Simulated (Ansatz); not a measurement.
## Nudged elastic band, with input and output: Mg8HO8 (charge +1) (part 3 of 3)

Continued. System: Mg8HO8 (defect cell, 17 atoms in the cell, total charge +1). Method: DFT PBE, scalar-relativistic, plane waves, PAW, no spin polarisation (Ansatz 0.2.0); cutoff 420 eV, 2×2×2 k-mesh, Gaussian smearing of 0.05 eV. The structure derives from an entry of the Crystallography Open Database. It belongs to a series of runs on one base structure; here: band between the two ends.

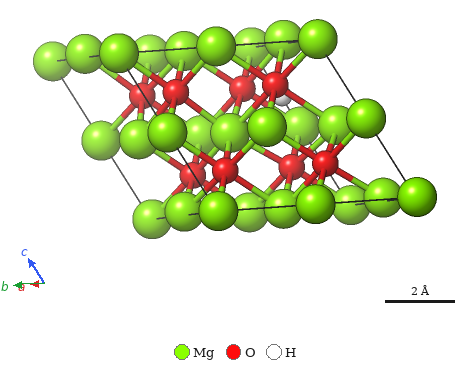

*The input geometry (ball-and-stick view of the cell of the calculation, seen at an oblique angle).*

## Output, continued
```
  k-point 7: bands = ["-64.1663", "-64.1649", "-64.0969", "-64.0865", "-63.6737", "-63.6715", "-63.6705", "-63.6685", "-30.9850", "-30.9739", "-30.9616", "-30.9434", "-30.9387", "-30.8967", "-30.8876", "-30.8860", "-30.8317", "-30.8295", "-30.8209", "-30.8139", "-30.4616", "-30.4594", "-30.4579", "-30.4556", "-30.4521", "-30.4499", "-30.4272", "-30.4250", "-30.4199", "-30.4179", "-30.4078", "-30.4056", "-9.9400", "-8.4656", "-8.3855", "-7.8525", "-7.6287", "-7.4777", "-7.2703", "-7.2586", "1.4334", "4.1372", "4.2787", "4.4912", "4.6263", "4.6344", "5.1248", "5.5972", "5.9330", "6.1308", "6.2603", "6.4066", "6.5656", "6.6186", "6.7740", "6.9581", "6.9902", "7.0174", "7.2180", "7.3332", "7.7614", "7.9506", "7.9650", "8.0156", "14.1945", "15.4006", "16.9132", "17.7922", "17.8364", "17.8499", "17.9285", "18.0484", "19.3690", "19.5064", "19.8354", "19.8522", "19.9044", "20.0675", "20.6747", "20.8675", "21.0276"]
this run last wrote the band of iteration 11 to [file]
--- NEB band (7 images, 11 band iterations, 625 SCF iterations) ---
  forward barrier  = 0.354566 eV
  backward barrier = 0.354546 eV
  lagrangian_above_aufbau_ev (what the smearing adds, to first order; not taken off the barriers): saddle image +0.000000 eV, end points +0.000000 and +0.000000 eV
  climbing image's point = a first-order saddle point (lowest curvatures found: -7.24 and 1.63 eV/Å²)
  energies are F+E_penalty+E_count in eV, relative to image 0
  image     s (Å)  Δ vs image 0  max|band force component| (eV/Å)
      0    0.0000      0.000000                                 —
      1    0.5261      0.097268                          1.134e-2
  *   2    1.0521      0.354566                          8.657e-3
      3    1.6065      0.090452                          2.144e-2
      4    2.1609      0.008180                          9.878e-3
      5    2.7153      0.085698                          3.616e-3
      6    3.2700      0.000020                                 —
  saddle-point geometry (image 2):
  cell:  # Å, volume = 149.3433 Å³
    - [0.0, 4.211, 4.211]
    - [4.211, 0.0, 4.211]
    - [4.211, 4.211, 0.0]
  atoms:
    - { symbol: Mg, position: [0.018348767993214266, -0.0026487170921439263, -0.0030225909665779725] }
    - { symbol: O, position: [0.256600848799311, 0.2572726287832845, 0.24796858701190505] }
    - { symbol: Mg, position: [0.005213474705956258, 0.00669721817193927, 0.498863134479911] }
    - { symbol: O, position: [0.3014766523086204, 0.21242961501958502, 0.7478816252249023] }
    - { symbol: Mg, position: [0.011772335565286507, 0.5021046027456737, 0.004953286026363968] }
    - { symbol: O, position: [0.25678246757824014, 0.7473401534311739, 0.26028283300031674] }
    - { symbol: Mg, position: [0.01179941571406401, 0.5020574788744046, 0.4908513480688386] }
    - { symbol: O, position: [0.256773558217652, 0.7473279905110632, 0.7453052633842017] }
    - { symbol: Mg, position: [0.5116421820292805, 0.002104309224694678, 0.034790046166012834] }
    - { symbol: O, position: [0.7666070782429273, 0.25705095610734313, 0.23545171378373397] }
    - { symbol: Mg, position: [0.5116790609000821, 0.0019424229474597765, 0.4613143210856309] }
    - { symbol: O, position: [0.7665955154439528, 0.25705613248554204, 0.7506025534902229] }
    - { symbol: Mg, position: [0.5070065775492003, 0.5088376867370672, -0.0030345461762433246] }
    - { symbol: O, position: [0.7668470196820185, 0.7469840911269665, 0.24792742402739332] }
    - { symbol: Mg, position: [0.5164665165554141, 0.49550083426186947, 0.4988684886971593] }
    - { symbol: O, position: [0.7218059004063391, 0.7920292973686403, 0.7479073676160739] }
    - { symbol: H, position: [0.5117906249751074, 0.0025071659621028197, 0.747730838413488] }
```

## The last band as extended XYZ (Å, eV, eV/Å)
```
17
Lattice="0.0000 4.2110 4.2110 4.2110 0.0000 4.2110 4.2110 4.2110 0.0000" Properties=species:S:1:pos:R:3:forces:R:3 image=0 energy=-19977.43698
Mg   -0.0403    0.0413   -0.0076    0.0009  -0.0009   0.0005
O     2.0742    2.1378    2.1200   -0.0009   0.0010   0.0014
Mg    2.0966    2.1155    0.0072    0.0025  -0.0025  -0.0025
O     4.1877    4.2353    2.1272   -0.0005   0.0007  -0.0004
Mg    2.1114    0.0413    2.1440   -0.0005  -0.0009  -0.0007
O     4.1947    2.1378    4.2405   -0.0014   0.0009   0.0007
Mg    4.1707    2.1006    2.1440    0.0009   0.0005  -0.0008
O     6.2852    4.2283    4.2405   -0.0009   0.0014   0.0007
Mg    0.0118    2.2694    2.0920    0.0006   0.0038  -0.0008
O     2.1013    4.2321    4.2134    0.0012   0.0012  -0.0012
Mg    1.9427    4.2002    2.0920   -0.0039  -0.0006  -0.0008
O     4.1909    6.3217    4.2134   -0.0011  -0.0012  -0.0012
Mg    2.0814    2.1306    4.2333    0.0000   0.0000  -0.0001
O     4.1600    4.2631    6.3657    0.0017  -0.0018  -0.0016
Mg    4.2227    4.2003    4.3717    0.0007  -0.0007   0.0045
O     6.3125    6.3216    6.3349    0.0009  -0.0009   0.0010
H     3.6206    4.8025    2.6934    0.0000  -0.0002   0.0011
17
Lattice="0.0000 4.2110 4.2110 4.2110 0.0000 4.2110 4.2110 4.2110 0.0000" Properties=species:S:1:pos:R:3:forces:R:3 image=1 energy=-19977.33971
Mg   -0.0299    0.0508    0.0283    0.0029  -0.0024  -0.0222
O     2.0905    2.1417    2.1547   -0.0266   0.0249  -0.0027
Mg    2.1100    2.1217    0.0341   -0.0049   0.0068  -0.0122
O     4.1601    4.2830    2.1612    0.0549  -0.0554   0.0086
Mg    2.1215    0.0569    2.1611    0.0041  -0.0038  -0.0043
O     4.2156    2.1563    4.2537   -0.0202   0.0049   0.0142
Mg    4.1749    2.1103    2.1609    0.0047  -0.0028  -0.0036
O     6.2867    4.2274    4.2536   -0.0059   0.0202   0.0142
Mg    0.0718    2.3256    2.1402   -0.0346   0.0175  -0.0135
O     2.0777    4.2268    4.2697   -0.0031   0.0197  -0.0191
Mg    1.9064    4.1606    2.1393   -0.0183   0.0317  -0.0090
O     4.2162    6.3652    4.2696   -0.0195   0.0031  -0.0178
Mg    2.1065    2.1257    4.2780   -0.0141   0.0127   0.0002
O     4.1573    4.2856    6.3688   -0.0207   0.0208   0.0002
Mg    4.1867    4.2558    4.2983    0.0018   0.0005   0.0150
O     6.3961    6.2578    6.3724   -0.0536   0.0543   0.0003
H     3.4617    4.9813    2.2841    0.1532  -0.1526   0.0518
17
Lattice="0.0000 4.2110 4.2110 4.2110 0.0000 4.2110 4.2110 4.2110 0.0000" Properties=species:S:1:pos:R:3:forces:R:3 image=2 energy=-19977.08241
Mg   -0.0239    0.0645    0.0661    0.0080  -0.0060  -0.0002
O     2.1276    2.1247    2.1639   -0.0035  -0.0002  -0.0012
Mg    2.1289    2.1227    0.0502    0.0085  -0.0069   0.0011
O     4.0439    4.4188    2.1641    0.0016   0.0018   0.0026
Mg    2.1352    0.0704    2.1639    0.0029   0.0015  -0.0035
O     4.2431    2.1774    4.2284   -0.0019   0.0042  -0.0034
Mg    4.1811    2.1167    2.1639    0.0006  -0.0025  -0.0024
O     6.2855    4.2198    4.2283   -0.0047   0.0024  -0.0039
Mg    0.1554    2.3010    2.1634   -0.0051  -0.0031   0.0041
O     2.0739    4.2197    4.3106    0.0031   0.0048   0.0012
Mg    1.9508    4.0973    2.1629    0.0024  -0.0016   0.0064
O     4.2433    6.3889    4.3106   -0.0047  -0.0037   0.0004
Mg    2.1299    2.1222    4.2777   -0.0058   0.0052  -0.0046
O     4.1896    4.2732    6.3747   -0.0005   0.0005  -0.0013
Mg    4.1873    4.2756    4.2614   -0.0018   0.0009   0.0013
O     6.4847    6.1890    6.3748   -0.0013   0.0052   0.0055
H     3.1593    5.3038    2.1657    0.0021  -0.0026  -0.0023
17
Lattice="0.0000 4.2110 4.2110 4.2110 0.0000 4.2110 4.2110 4.2110 0.0000" Properties=species:S:1:pos:R:3:forces:R:3 image=3 energy=-19977.34653
Mg    0.0014    0.0603    0.0637    0.0152  -0.0184   0.0011
O     2.1598    2.1112    2.1570    0.0079  -0.0094  -0.0092
Mg    2.1271    2.1429    0.0899    0.0063   0.0057   0.0153
O     4.1382    4.3441    2.1600    0.0457  -0.0446  -0.0014
Mg    2.1412    0.0766    2.1597    0.0004  -0.0028   0.0030
O     4.2424    2.1688    4.2526   -0.0037  -0.0149   0.0117
Mg    4.1951    2.1302    2.1591    0.0081   0.0037   0.0035
O     6.3146    4.2410    4.2526    0.0115  -0.0023   0.0099
Mg    0.1971    2.2363    2.1336    0.0153  -0.0581  -0.0242
O     2.1028    4.2442    4.2656    0.0148  -0.0008  -0.0250
Mg    2.0368    4.0722    2.1302    0.0506  -0.0033  -0.0081
O     4.2387    6.3805    4.2657   -0.0023  -0.0179  -0.0213
Mg    2.1368    2.1350    4.2376    0.0020   0.0010  -0.0218
O     4.2283    4.2564    6.3630    0.0193  -0.0272  -0.0105
Mg    4.2064    4.2755    4.2413    0.0172  -0.0084  -0.0021
O     6.3678    6.3295    6.3714   -0.0587   0.0367   0.0084
H     2.8465    5.6342    2.3298   -0.1497   0.1611   0.0708
17
Lattice="0.0000 4.2110 4.2110 4.2110 0.0000 4.2110 4.2110 4.2110 0.0000" Properties=species:S:1:pos:R:3:forces:R:3 image=4 energy=-19977.42880
Mg    0.0236    0.0456    0.0152   -0.0043   0.0119   0.0101
O     2.1590    2.1362    2.1596   -0.0004   0.0040  -0.0015
Mg    2.0826    2.1966    0.1805    0.0144   0.0027  -0.0200
O     4.2252    4.2742    2.1173   -0.0173   0.0229   0.0099
Mg    2.1453    0.0784    2.1402    0.0043   0.0025   0.0112
O     4.2424    2.1610    4.2389   -0.0020   0.0133   0.0038
Mg    4.2051    2.1400    2.1419    0.0001   0.0060   0.0048
O     6.3327    4.2553    4.2399   -0.0007   0.0072   0.0026
Mg    0.1693    2.1875    2.0841   -0.0072   0.0233   0.0114
O     2.1245    4.2819    4.2146    0.0024   0.0056   0.0062
Mg    2.1076    4.1481    2.1004   -0.0220  -0.0078  -0.0068
O     4.2005    6.3663    4.1978    0.0152   0.0088   0.0198
Mg    2.1474    2.1400    4.1989   -0.0041   0.0055   0.0108
O     4.2442    4.2543    6.3268   -0.0024   0.0072   0.0046
Mg    4.2198    4.2757    4.2149    0.0022   0.0074   0.0057
O     6.3335    6.3719    6.3290    0.0148  -0.0031   0.0119
H     2.7040    5.8793    2.7355    0.0071  -0.1172  -0.0847
17
Lattice="0.0000 4.2110 4.2110 4.2110 0.0000 4.2110 4.2110 4.2110 0.0000" Properties=species:S:1:pos:R:3:forces:R:3 image=5 energy=-19977.35128
Mg    0.0034    0.0235    0.0025   -0.0015  -0.0021  -0.0009
O     2.1690    2.1446    2.1681    0.0010  -0.0013   0.0006
Mg    2.0553    2.1381    0.2080   -0.0002  -0.0050   0.0004
O     4.2372    4.2539    2.1080   -0.0002  -0.0025   0.0008
Mg    2.1311    0.0736    2.1301   -0.0021   0.0016  -0.0014
O     4.2378    2.1435    4.2371   -0.0002  -0.0042   0.0001
Mg    4.1968    2.1457    2.1477    0.0001  -0.0020  -0.0008
O     6.3196    4.2441    4.2346    0.0009  -0.0046  -0.0006
Mg    0.2093    2.1379    2.0548   -0.0026  -0.0038  -0.0014
O     2.1088    4.2539    4.2363    0.0014  -0.0030   0.0003
Mg    2.1332    4.2193    2.1324    0.0026   0.0028   0.0026
O     4.1457    6.3564    4.1449    0.0040  -0.0039   0.0039
Mg    2.1488    2.1457    4.1960   -0.0024  -0.0021   0.0006
O     4.2355    4.2440    6.3189   -0.0008  -0.0049   0.0001
Mg    4.2158    4.2639    4.2150    0.0003  -0.0038   0.0000
O     6.3116    6.3536    6.3113    0.0019  -0.0029  -0.0017
H     2.7933    6.4036    2.7924   -0.0024   0.0417  -0.0029
17
Lattice="0.0000 4.2110 4.2110 4.2110 0.0000 4.2110 4.2110 4.2110 0.0000" Properties=species:S:1:pos:R:3:forces:R:3 image=6 energy=-19977.43696
Mg    0.0072    0.0100    0.0073    0.0062   0.0060   0.0061
O     2.1555    2.1586    2.1557   -0.0017  -0.0018  -0.0017
Mg    2.0928    2.0955    0.1620   -0.0003   0.0002  -0.0021
O     4.2414    4.2441    2.1212    0.0006   0.0013  -0.0013
Mg    2.0926    0.1653    2.0927   -0.0001  -0.0032  -0.0001
O     4.2413    2.1238    4.2415    0.0009  -0.0013   0.0009
Mg    4.2040    2.1478    2.1450    0.0060  -0.0019  -0.0017
O     6.3358    4.2171    4.2143   -0.0016  -0.0031  -0.0031
Mg    0.1618    2.0955    2.0930   -0.0021   0.0002  -0.0003
O     2.1210    4.2441    4.2415   -0.0013   0.0013   0.0006
Mg    2.1449    4.2067    2.1450   -0.0013   0.0056  -0.0013
O     4.2145    6.3386    4.2146   -0.0036  -0.0015  -0.0036
Mg    2.1449    2.1478    4.2041   -0.0016  -0.0019   0.0060
O     4.2142    4.2171    6.3360   -0.0031  -0.0032  -0.0016
Mg    4.2342    4.2369    4.2343    0.0008   0.0009   0.0008
O     6.3385    6.3410    6.3387   -0.0133  -0.0108  -0.0132
H     2.6934    6.9086    2.6936    0.0157   0.0133   0.0156
```

This output came from the following input.

## Input file
```yaml
crystal:
  lattice:
    - [0.0, 4.211, 4.211]
    - [4.211, 0.0, 4.211]
    - [4.211, 4.211, 0.0]
  atoms:
    - { symbol: Mg, position: [0.00877394, -0.01059021, 0.00103107] }
    - { symbol: O, position: [0.25927213, 0.24417758, 0.24839677] }
    - { symbol: Mg, position: [0.00309432, -0.00139168, 0.49927084] }
    - { symbol: O, position: [0.25822025, 0.24692337, 0.74754765] }
    - { symbol: Mg, position: [0.00876687, 0.50036678, 0.0010397] }
    - { symbol: O, position: [0.25927126, 0.7477387, 0.24839619] }
    - { symbol: Mg, position: [0.00876651, 0.50036787, 0.4900708] }
    - { symbol: O, position: [0.25927126, 0.74773847, 0.74483785] }
    - { symbol: Mg, position: [0.51644799, -0.01966154, 0.02247012] }
    - { symbol: O, position: [0.75329425, 0.24727886, 0.25171795] }
    - { symbol: Mg, position: [0.51644485, -0.01965522, 0.48099289] }
    - { symbol: O, position: [0.75329085, 0.24727732, 0.74795337] }
    - { symbol: Mg, position: [0.50848533, 0.49681869, -0.00253057] }
    - { symbol: O, position: [0.76808183, 0.74359078, 0.24428825] }
    - { symbol: Mg, position: [0.51642591, 0.52173737, 0.48104024] }
    - { symbol: O, position: [0.75326496, 0.75109785, 0.74794155] }
    - { symbol: H, position: [0.46013798, 0.1794762, 0.68032591] }
total_charge: 1
basis:
  ecutwfc: 420.0
kpoints:
  mp_grid: { grid: [2, 2, 2] }
hamiltonian:
  xc: pbe
scf:
  occupations: { method: gaussian, width: 0.05 }
  lower_state_search: "off"
neb:
  images: 5
  f_tol: 0.03
  initial_path: idpp
  max_iterations: 62
  spring: 2.0
  final_atoms:
    - { symbol: Mg, position: [0.00120954, 0.00053288, 0.00117077] }
    - { symbol: O, position: [0.25632185, 0.25559375, 0.25628234] }
    - { symbol: Mg, position: [0.01955074, 0.01891054, 0.47807257] }
    - { symbol: O, position: [0.25218811, 0.25153458, 0.75568079] }
    - { symbol: Mg, position: [0.01964104, 0.47732737, 0.01960488] }
    - { symbol: O, position: [0.25219318, 0.75504867, 0.2521564] }
    - { symbol: Mg, position: [0.01055656, 0.49883552, 0.49949108] }
    - { symbol: O, position: [0.24882316, 0.75196398, 0.75261983] }
    - { symbol: Mg, position: [0.4781149, 0.01890693, 0.01951091] }
    - { symbol: O, position: [0.75571846, 0.25153401, 0.25215075] }
    - { symbol: Mg, position: [0.49951375, 0.00987441, 0.49947481] }
    - { symbol: O, position: [0.75263812, 0.24822327, 0.75259844] }
    - { symbol: Mg, position: [0.49952875, 0.49883427, 0.01051818] }
    - { symbol: O, position: [0.75265848, 0.75196296, 0.2487875] }
    - { symbol: Mg, position: [0.50309562, 0.50244418, 0.50305844] }
    - { symbol: O, position: [0.7529242, 0.7523424, 0.75289115] }
    - { symbol: H, position: [0.82032655, -0.1806705, 0.82027508] }
  order_check: true
```

Launched with:
```bash
ansatz run input.yaml --threads 1 --pin off --max-ram 3072MiB --backend cpu --events-out ev --progress --plain --runs-dir out
```

## Results in brief

- outcome: converged
- barrier, forward: 0.355 eV
- barrier, backward: 0.354 eV
- electrons treated: 128
- hardware: 1 thread of Arm Neoverse N1, 24 GiB of memory available, shared host
- wall time: 12 min
- peak memory: 0.65 GiB

## Remarks

The k-point mesh is coarse for a cell of this size, so the results may not be converged.
